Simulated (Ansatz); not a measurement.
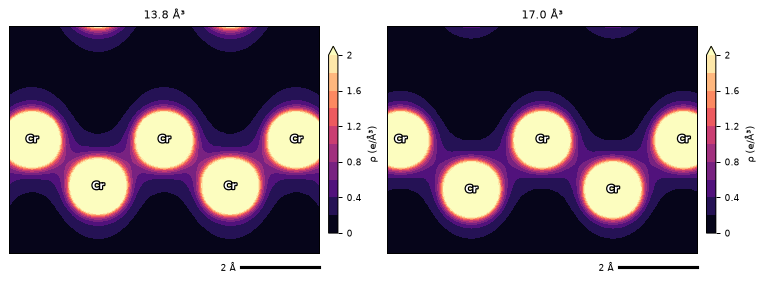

Cr. The valence pseudo-density of cells scaled evenly to different volumes (given per atom above each panel), on the (11̄0) plane of each (indices in the axes of the cell below), at one length scale and on one colour scale.

A generated structure, not necessarily the stable one; spin-polarised.

Level of theory: DFT, LDA (PW92), plane waves (420 eV) with PAW, scalar-relativistic (Ansatz 0.2.0).

Core electrons are frozen (PAW), and the valence fields are smoothed inside the atomic spheres.

The largest cell:

```
CELL_PARAMETERS angstrom
0.00000 2.57052 2.57052
2.57052 0.00000 2.57052
2.57052 2.57052 0.00000
ATOMIC_POSITIONS crystal
Cr 0.12500 0.12500 0.12500
Cr 0.87500 0.87500 0.87500
```

| volume (Å³/atom) | Cr–Cr contact in the plane (Å) | ρ at its midpoint (e/Å³) | largest moment (μB) | 
| --- | --- | --- | --- |
| 13.84 | 2.079 | 0.773 | 0.47 | 
| 15.73 | 2.170 | ? | ? | 
| 16.98 | 2.226 | 0.581 | 1.79 | 

**What values belong in the row with question marks?**

Over the known rows ln ρ falls by 1.94 per Å of Cr–Cr distance (the line through the two), which gives 0.648 e/Å³ at 2.170 Å; the calculation gives 0.645 e/Å³. For the largest moment, a straight line in volume between the neighbouring rows gives 1.26 μB; the calculation gives 1.45.
